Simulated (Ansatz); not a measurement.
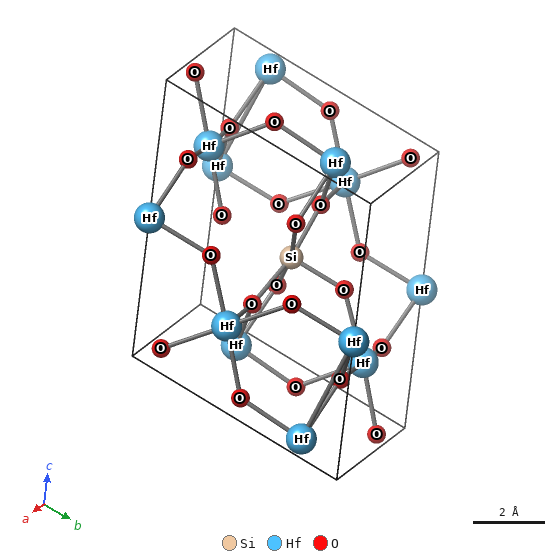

We look at a ball-and-stick model of the crystal slightly off an axis. Lines trace the edges of the supercell. The host is HfO2, in a cell of 24 sites, and the cell carries a charge of -1.

**What kind of defect was put in?**

Silicon on a hafnium site (a substitutional impurity). It is bonded to five O in a distorted square pyramidal arrangement at about 1.8 to 1.9 Å. Not all metal-metal contacts are counted.

Run with DFT PBEsol, scalar-relativistic, plane waves, PAW (Ansatz) and these settings: plane waves up to 420 eV, a 2×2×2 k-point mesh, Gaussian smearing of 0.01 eV, collinear spins.

**Does the defect carry a magnetic moment?**

Yes, 0.2 μB in the cell.

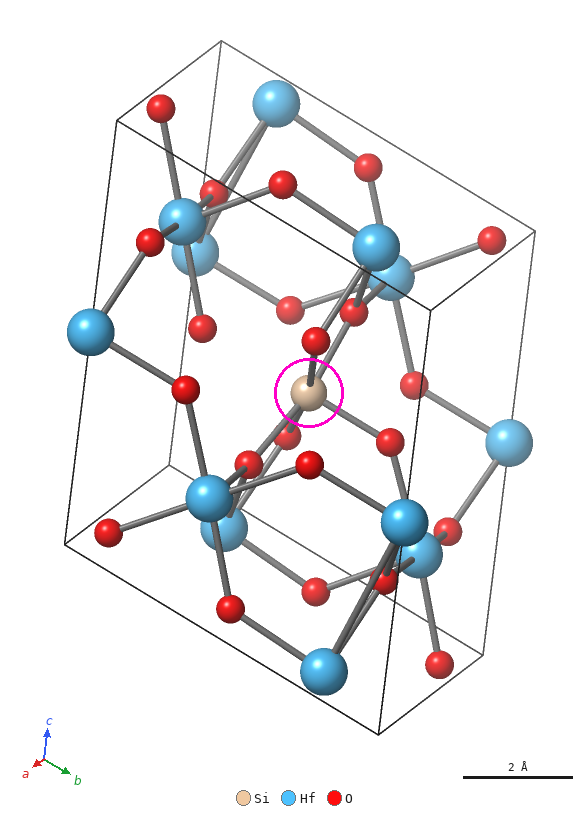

The same cell with a ring at the defect's site.

The atoms were relaxed in the host's cell with DFT PBEsol, scalar-relativistic, plane waves, PAW in Ansatz.
